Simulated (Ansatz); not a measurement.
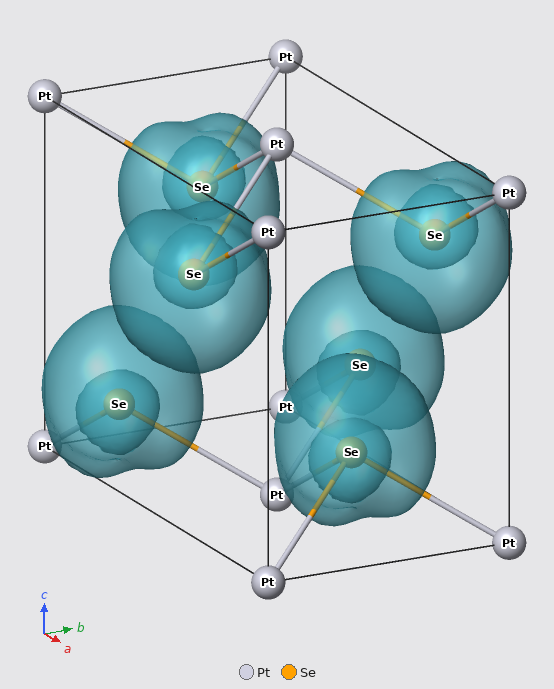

Figure 1: PtSe₂. Isosurface of the ELF at 0.65 (cyan), seen at an oblique angle. Core shells and regions of very low density are left out. Sticks mark near contacts.

Space group C2/m; changed on purpose from its base cell (strain +0.0300 x Voigt [0, 1, 0, 0, 0, 0], atoms carried along); computed pressure about 3 GPa in this cell.

Theory: Ansatz, DFT PBE, scalar-relativistic, plane waves, PAW.

Core electrons are frozen (PAW), and the valence fields are smoothed inside the atomic spheres.

What do the ELF domains correspond to?

Answer. At this value the surface marks out four regions wrapped around Se (the valence shell of each), counted in one cell of 6 atoms. Any copies at cell faces, edges or corners count once. Profiles from the grid: Pt–Se (2.51 Å): the ELF is about 0.50 at the midpoint. Pt–Se (2.55 Å): the ELF is about 0.50 at the midpoint.
